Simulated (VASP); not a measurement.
MoS₂: band-structure calculation

- system: MoS₂ (6 atoms in the cell)
- method: DFT, PBE, plane waves, PAW (VASP 6.6.1)

The structure was built on a prototype by a generator. The geometry comes from this level: r2scan-rvv10 (a point of a series of strains). It belongs to a series of runs on one base structure; here: uniaxial_z strain +1.0%.

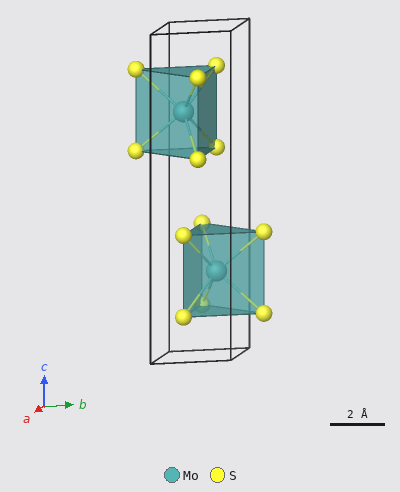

The input geometry (polyhedral view of the cell of the calculation, seen slightly off an axis; polyhedra are completed across the faces of the cell). An atom can appear more than once, as a periodic image.

INCAR:
```
ENCUT = 520.000000
SIGMA = 0.020000
EDIFF = 1.00e-07
GGA = PE
PREC = Accurate
IBRION = -1
ISIF = 2
ISMEAR = -1
NBANDS = 35
NELM = 120
NSW = 0
LASPH = .TRUE.
LCHARG = .TRUE.
LELF = .TRUE.
LWAVE = .FALSE.
LREAL = .FALSE.
```

KPOINTS:
```
KPOINTS created by Atomic Simulation Environment
0
Gamma
12 12 2
0 0 0
```

KPOINTS_OPT:
```
special points
7
Reciprocal
0.0000000000 0.0000000000 0.0000000000 1
0.5000000000 0.0000000000 0.0000000000 1
0.3333333333 0.3333333333 0.0000000000 1
0.0000000000 0.0000000000 0.5000000000 1
0.5000000000 0.0000000000 0.5000000000 1
0.3333333333 0.3333333333 0.5000000000 1
0.1770830000 0.1770830000 0.0000000000 1
```

POSCAR:
```
Mo S
 1.0000000000000000
     3.1730199293068684    0.0000000000288675    0.0000000000000000
    -1.5865099646784344    2.7479158654796181    0.0000000000000000
     0.0000000000000000    0.0000000000000000   12.5602549188000001
 Mo  S
   2   4
Cartesian
 -0.0000000000166667  1.8319439103293680  3.1400637297000000
  1.5865099646451009  0.9159719551791177  9.4201911891000023
  1.5865099646451009  0.9159719551791177  4.6967225733273734
  1.5865099646451009  0.9159719551791177  1.5834048860726258
 -0.0000000000166667  1.8319439103293680 10.9768500327273788
 -0.0000000000166667  1.8319439103293680  7.8635323454726267
```

Run as:
```bash
mpirun -np 1 vasp_std
```

OSZICAR:
```
N       E                     dE             d eps       ncg     rms          rms(c)
DAV:   1     0.440255179950E+03    0.44026E+03   -0.29319E+04  2948   0.141E+03
DAV:   2    -0.231641960983E+02   -0.46342E+03   -0.44827E+03  3176   0.365E+02
DAV:   3    -0.461218319755E+02   -0.22958E+02   -0.22500E+02  3263   0.737E+01
DAV:   4    -0.466010172290E+02   -0.47919E+00   -0.47781E+00  3205   0.107E+01
DAV:   5    -0.466099811163E+02   -0.89639E-02   -0.89624E-02  3128   0.149E+00    0.341E+01
DAV:   6    -0.444283356487E+02    0.21816E+01   -0.12597E+01  2896   0.226E+01    0.127E+01
DAV:   7    -0.440072066816E+02    0.42113E+00   -0.55815E+00  2851   0.146E+01    0.813E+00
DAV:   8    -0.436455377609E+02    0.36167E+00   -0.84794E-01  2876   0.620E+00    0.290E+00
DAV:   9    -0.436551060796E+02   -0.95683E-02   -0.10098E-01  3063   0.157E+00    0.127E+00
DAV:  10    -0.436473952342E+02    0.77108E-02   -0.32566E-02  2906   0.122E+00    0.410E-01
DAV:  11    -0.436475077275E+02   -0.11249E-03   -0.18549E-03  2916   0.231E-01    0.234E-01
DAV:  12    -0.436473174916E+02    0.19024E-03   -0.53410E-04  2981   0.135E-01    0.110E-01
DAV:  13    -0.436473199271E+02   -0.24355E-05   -0.17365E-04  3035   0.654E-02    0.944E-03
DAV:  14    -0.436473242158E+02   -0.42887E-05   -0.12309E-05  3035   0.162E-02    0.183E-02
DAV:  15    -0.436473250290E+02   -0.81311E-06   -0.84940E-07  2700   0.411E-03    0.115E-02
DAV:  16    -0.436473251621E+02   -0.13315E-06   -0.71373E-07  2726   0.485E-03    0.461E-03
DAV:  17    -0.436473251447E+02    0.17412E-07   -0.53663E-08  1785   0.152E-03
   1 F= -.43647325E+02 E0= -.43647325E+02  d E =-.111304E-10
       N       E                     dE             ncg
DAV:   1     0.186456049960E+04   -0.99636E+04      546
DAV:   2    -0.132761227929E+04   -0.31922E+04      581
DAV:   3    -0.147255186157E+04   -0.14494E+03      620
DAV:   4    -0.147529448074E+04   -0.27426E+01      569
DAV:   5    -0.147535210014E+04   -0.57619E-01      584
DAV:   6    -0.147535394866E+04   -0.18485E-02      609
DAV:   7    -0.147535401596E+04   -0.67305E-04      576
DAV:   8    -0.147535401915E+04   -0.31863E-05      585
DAV:   9    -0.147535401932E+04   -0.16695E-06      438
DAV:  10    -0.147535401933E+04   -0.89817E-08      345
```

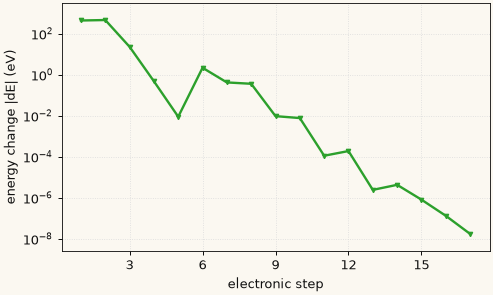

Convergence of the self-consistent field: energy change |dE| against the electronic step. It takes 17 electronic steps. The density is held fixed in the first few steps, and dE rises again when its update begins.

Parts of OUTCAR:
```
k-points           NKPTS =     38   k-points in BZ     NKDIM =     38   number of bands    NBANDS=     35

   NELECT =      52.0000    total number of electrons

   dimension x,y,z NGX =    24 NGY =   24 NGZ =   96
   dimension x,y,z NGXF=    48 NGYF=   48 NGZF=  192

  energy-cutoff  :      520.00
  volume of cell :      109.52
      direct lattice vectors                 reciprocal lattice vectors
     3.173019929  0.000000000  0.000000000     0.315157176  0.181956080  0.000000000
    -1.586509965  2.747915865  0.000000000    -0.000000000  0.363912161  0.000000000
     0.000000000  0.000000000 12.560254919     0.000000000  0.000000000  0.079616218

 k-points in reciprocal lattice and weights: KPOINTS created by Atomic Simulation Env
   0.00000000  0.00000000  0.00000000       0.003
   0.08333333  0.00000000  0.00000000       0.021
   0.16666667  0.00000000  0.00000000       0.021
   0.25000000  0.00000000  0.00000000       0.021
   0.33333333  0.00000000  0.00000000       0.021
   0.41666667  0.00000000  0.00000000       0.021
   0.50000000  0.00000000  0.00000000       0.010
   0.08333333  0.08333333  0.00000000       0.021
   0.16666667  0.08333333  0.00000000       0.042
   0.25000000  0.08333333  0.00000000       0.042
   0.33333333  0.08333333  0.00000000       0.042
   0.41666667  0.08333333  0.00000000       0.042
   0.16666667  0.16666667  0.00000000       0.021
   0.25000000  0.16666667  0.00000000       0.042
   0.33333333  0.16666667  0.00000000       0.042
   0.41666667  0.16666667  0.00000000       0.021
   0.25000000  0.25000000  0.00000000       0.021
   0.33333333  0.25000000  0.00000000       0.042
   0.33333333  0.33333333  0.00000000       0.007
   0.00000000  0.00000000  0.50000000       0.003
   0.08333333  0.00000000  0.50000000       0.021
   0.16666667  0.00000000  0.50000000       0.021
   0.25000000  0.00000000  0.50000000       0.021
   0.33333333  0.00000000  0.50000000       0.021
   0.41666667  0.00000000  0.50000000       0.021
   0.50000000  0.00000000  0.50000000       0.010
   0.08333333  0.08333333  0.50000000       0.021
   0.16666667  0.08333333  0.50000000       0.042
   0.25000000  0.08333333  0.50000000       0.042
   0.33333333  0.08333333  0.50000000       0.042
   0.41666667  0.08333333  0.50000000       0.042
   0.16666667  0.16666667  0.50000000       0.021
   0.25000000  0.16666667  0.50000000       0.042
   0.33333333  0.16666667  0.50000000       0.042
   0.41666667  0.16666667  0.50000000       0.021
   0.25000000  0.25000000  0.50000000       0.021
   0.33333333  0.25000000  0.50000000       0.042
   0.33333333  0.33333333  0.50000000       0.007

 E-fermi :   7.5549

 k-point     1 :       0.0000    0.0000    0.0000
  band No.  band energies     occupation
      1     -54.2965      2.00000
      2     -54.2965      2.00000
      3     -28.4452      2.00000
      4     -28.4451      2.00000
      5     -28.2317      2.00000
      6     -28.2317      2.00000
      7     -28.2317      2.00000
      8     -28.2317      2.00000
      9      -7.6947      2.00000
     10      -7.4886      2.00000
     11      -6.4437      2.00000
     12      -6.0988      2.00000
     13       0.4326      2.00000
     14       1.2929      2.00000
     15       3.8762      2.00000
     16       3.9082      2.00000
     17       3.9082      2.00000
     18       3.9177      2.00000
     19       3.9177      2.00000
     20       5.0157      2.00000
     21       5.0157      2.00000
     22       5.0495      2.00000
     23       5.0495      2.00000
     24       5.8802      2.00000
     25       6.1338      2.00000
     26       7.1678      2.00000
     27       9.3227      0.00000
     28       9.3227      0.00000
     29       9.3433      0.00000
     30       9.3433      0.00000
     31       9.5271      0.00000
     32       9.5271      0.00000
     33       9.6564      0.00000
     34       9.6564      0.00000
     35      12.7357      0.00000

 k-point     2 :       0.0833    0.0000    0.0000
  band No.  band energies     occupation
      1     -54.2939      2.00000
      2     -54.2939      2.00000
      3     -28.4400      2.00000
      4     -28.4400      2.00000
      5     -28.2582      2.00000
      6     -28.2582      2.00000
      7     -28.2377      2.00000
      8     -28.2377      2.00000
      9      -7.5902      2.00000
     10      -7.3853      2.00000
     11      -6.3960      2.00000
     12      -6.0615      2.00000
     13       0.5522      2.00000
     14       1.4094      2.00000
     15       3.6427      2.00000
     16       3.6751      2.00000
     17       3.6910      2.00000
     18       4.0146      2.00000
     19       4.0282      2.00000
     20       4.6076      2.00000
     21       4.8487      2.00000
     22       4.8861      2.00000
     23       5.1540      2.00000
     24       6.0593      2.00000
     25       6.1370      2.00000
     26       6.9835      2.00000
     27       9.2004      0.00000
     28       9.2422      0.00000
     29       9.3149      0.00000
     30       9.4007      0.00000
     31       9.4195      0.00000
     32       9.4910      0.00000
     33       9.5397      0.00000
     34       9.5476      0.00000
     35      13.2270      0.00000

 k-point     3 :       0.1667    0.0000    0.0000
  band No.  band energies     occupation
      1     -54.2868      2.00000
      2     -54.2868      2.00000
      3     -28.4258      2.00000
      4     -28.4258      2.00000
      5     -28.3299      2.00000
      6     -28.3299      2.00000
      7     -28.2541      2.00000
      8     -28.2541      2.00000
      9      -7.2920      2.00000
     10      -7.0923      2.00000
     11      -6.2600      2.00000
     12      -5.9562      2.00000
     13       0.8624      2.00000
     14       1.6888      2.00000
     15       3.1313      2.00000
     16       3.1684      2.00000
     17       3.1844      2.00000
     18       3.8973      2.00000
     19       4.3108      2.00000
     20       4.3365      2.00000
     21       4.4563      2.00000
     22       4.5009      2.00000
     23       5.1718      2.00000
     24       5.9871      2.00000
     25       6.0669      2.00000
     26       6.4546      2.00000
     27       8.7261      0.00000
     28       9.0899      0.00000
     29       9.1171      0.00000
     30       9.2656      0.00000
     31       9.2852      0.00000
     32       9.3648      0.00000
     33       9.8800      0.00000
     34       9.9862      0.00000
     35      14.2174      0.00000

 k-point     4 :       0.2500    0.0000    0.0000
  band No.  band energies     occupation
      1     -54.2770      2.00000
      2     -54.2770      2.00000
      3     -28.4265      2.00000
      4     -28.4265      2.00000
      5     -28.4064      2.00000
      6     -28.4064      2.00000
      7     -28.2764      2.00000
      8     -28.2764      2.00000
      9      -6.8478      2.00000
     10      -6.6616      2.00000
     11      -6.0581      2.00000
     12      -5.8035      2.00000
     13       1.1608      2.00000
     14       1.7839      2.00000
     15       2.5980      2.00000
     16       2.6377      2.00000
     17       2.8523      2.00000
     18       3.1489      2.00000
     19       4.0177      2.00000
     20       4.0687      2.00000
     21       4.7230      2.00000
     22       4.7718      2.00000
     23       4.9433      2.00000
     24       5.5786      2.00000
     25       5.7566      2.00000
     26       5.8635      2.00000
     27       8.4654      0.00000
     28       8.8506      0.00000
     29       9.0121      0.00000
     30       9.2354      0.00000
     31       9.3171      0.00000
     32       9.8671      0.00000
     33      10.2729      0.00000
     34      10.4558      0.00000
     35      14.5960      0.00000

 k-point     5 :       0.3333    0.0000    0.0000
  band No.  band energies     occupation
      1     -54.2672      2.00000
      2     -54.2672      2.00000
      3     -28.5217      2.00000
      4     -28.5217      2.00000
      5     -28.3869      2.00000
      6     -28.3869      2.00000
      7     -28.2986      2.00000
      8     -28.2986      2.00000
      9      -6.3430      2.00000
     10      -6.1848      2.00000
     11      -5.8310      2.00000
     12      -5.6409      2.00000
     13       1.0797      2.00000
     14       1.4045      2.00000
     15       2.1283      2.00000
     16       2.3586      2.00000
     17       2.4648      2.00000
     18       2.8738      2.00000
     19       3.6493      2.00000
     20       3.7047      2.00000
     21       4.6821      2.00000
     22       5.1276      2.00000
     23       5.1572      2.00000
     24       5.2144      2.00000
     25       5.4540      2.00000
     26       5.6656      2.00000
     27       8.6481      0.00000
     28       8.7292      0.00000
     29       8.8498      0.00000
     30       9.2950      0.00000
     31       9.7209      0.00000
     32      10.4391      0.00000
     33      10.5464      0.00000
     34      10.8083      0.00000
     35      13.9473      0.00000

 [... the levels of 32 k-points are left out ...]

 k-point    38 :       0.3333    0.3333    0.5000
  band No.  band energies     occupation
      1     -54.2525      2.00000
      2     -54.2525      2.00000
      3     -28.5213      2.00000
      4     -28.5213      2.00000
      5     -28.4767      2.00000
      6     -28.4767      2.00000
      7     -28.3577      2.00000
      8     -28.3577      2.00000
      9      -5.4194      2.00000
     10      -5.4194      2.00000
     11      -5.3559      2.00000
     12      -5.3559      2.00000
     13       1.0864      2.00000
     14       1.0864      2.00000
     15       1.8972      2.00000
     16       1.8972      2.00000
     17       2.4480      2.00000
     18       2.4480      2.00000
     19       2.8311      2.00000
     20       2.8311      2.00000
     21       3.7552      2.00000
     22       3.7552      2.00000
     23       4.3558      2.00000
     24       4.3558      2.00000
     25       6.5225      2.00000
     26       6.5225      2.00000
     27       8.2398      0.00000
     28       8.2398      0.00000
     29       9.5812      0.00000
     30       9.5812      0.00000
     31      10.1216      0.00000
     32      10.1216      0.00000
     33      11.4235      0.00000
     34      11.4235      0.00000
     35      13.8647      0.00000

  Total        1.1674844      1.1674844      1.8711983      0.0000000      0.0000000     -0.0000000
  in kB       17.0799649     17.0799649     27.3751004      0.0000000      0.0000000     -0.0000000
  external PRESSURE =      20.5116767 kB  Pullay stress =       0.0000000 kB

 POSITION                                       TOTAL-FORCE (eV/Angst)
 -----------------------------------------------------------------------------------
     -0.00000      1.83194      3.14006         0.000000     -0.000000     -0.000000
      1.58651      0.91597      9.42019        -0.000000      0.000000     -0.000000
      1.58651      0.91597      4.69672        -0.000000      0.000000      0.096587
      1.58651      0.91597      1.58340        -0.000000     -0.000000     -0.096587
     -0.00000      1.83194     10.97685        -0.000000      0.000000      0.096587
     -0.00000      1.83194      7.86353        -0.000000      0.000000     -0.096587
 -----------------------------------------------------------------------------------
    total drift:                               -0.000000      0.000000     -0.000000

  FREE ENERGIE OF THE ION-ELECTRON SYSTEM (eV)
  ---------------------------------------------------
  free  energy   TOTEN  =       -43.6473251447 eV

  energy  without entropy=      -43.6473251447  energy(sigma->0) =      -43.64732514
```

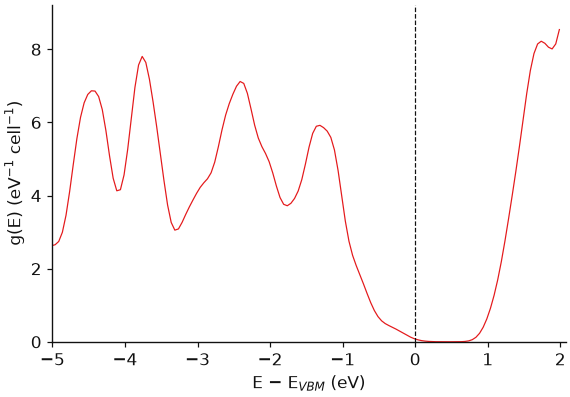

Density of states (the curve is built from the levels of the k mesh with Gaussians 0.3 eV wide, which also blur the band edges), with energies from the valence-band top. There is a gap of 0.99 eV on the k-point mesh. The curves stop near 1.6 eV above the Fermi level, where the computed bands end. Small ripples come from the finite k-point mesh.

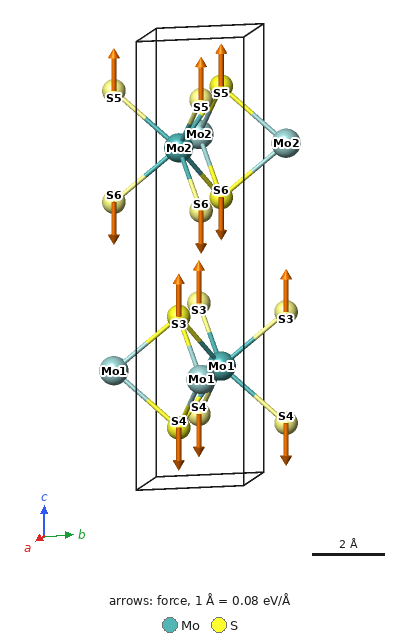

Forces on the atoms as orange arrows (ball-and-stick view of the cell of the calculation, seen slightly off an axis; neighbours outside the cell are drawn fainter; atoms are numbered from 1 in the order of the input). The largest act on all 4 S atoms (0.10 eV/Å). The geometry is not a stationary point of this energy.

Summary:

| quantity | value |
| --- | --- |
| outcome | converged |
| space group (tolerance 0.01 Å) | P6₃/mmc (194) |
| electrons treated | 52 |
| free energy | −43.6473 eV |
| Fermi energy | 7.555 eV |
| band gap | 0.99 eV |
| pressure | 2.05 GPa |
| largest force (length of the vector) | 0.097 eV/Å |
| hardware | 1 CPU thread, shared host |
| wall time | 2.2 min |
| peak memory | 0.33 GiB |
